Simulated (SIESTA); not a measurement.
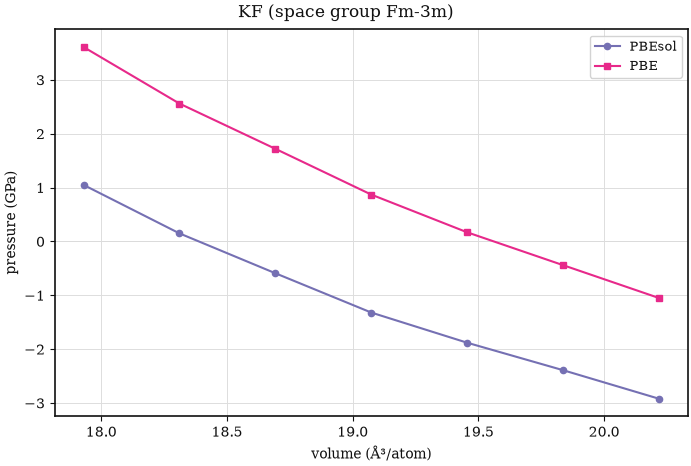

Pressure against volume, with one curve for each functional, for KF (space group Fm-3m).

The fitted equilibrium volumes, smallest first, are PBEsol 18.387, PBE 19.559 Å³/atom. The fitted bulk moduli, smallest first, are PBE 33.3, PBEsol 38.9 GPa. For PBEsol, the pressure falls from 1.05 GPa at volume 17.93 Å³/atom to −2.92 GPa at 20.22 Å³/atom, and changes sign near 18.39 Å³/atom. For PBE, the pressure falls from 3.61 GPa at volume 17.93 Å³/atom to −1.05 GPa at 20.22 Å³/atom, and changes sign near 19.56 Å³/atom.

Calculation (SIESTA 5.4.2): DFT in numerical atomic orbitals with pseudopotentials, no spin polarisation; energies at scaled volumes of the given cell, shape and fractions fixed, counted from the fit's minimum, third-order Birch-Murnaghan fit. All runs: no spin polarisation.

- k mesh: 9×9×9
- occupations: Fermi–Dirac
- smearing width: 0.05 eV
- potentials: PseudoDojo 0.4 standard, converted to PSML, two zetas on semicore shells

Keep in mind: mulliken charges of long orbitals.
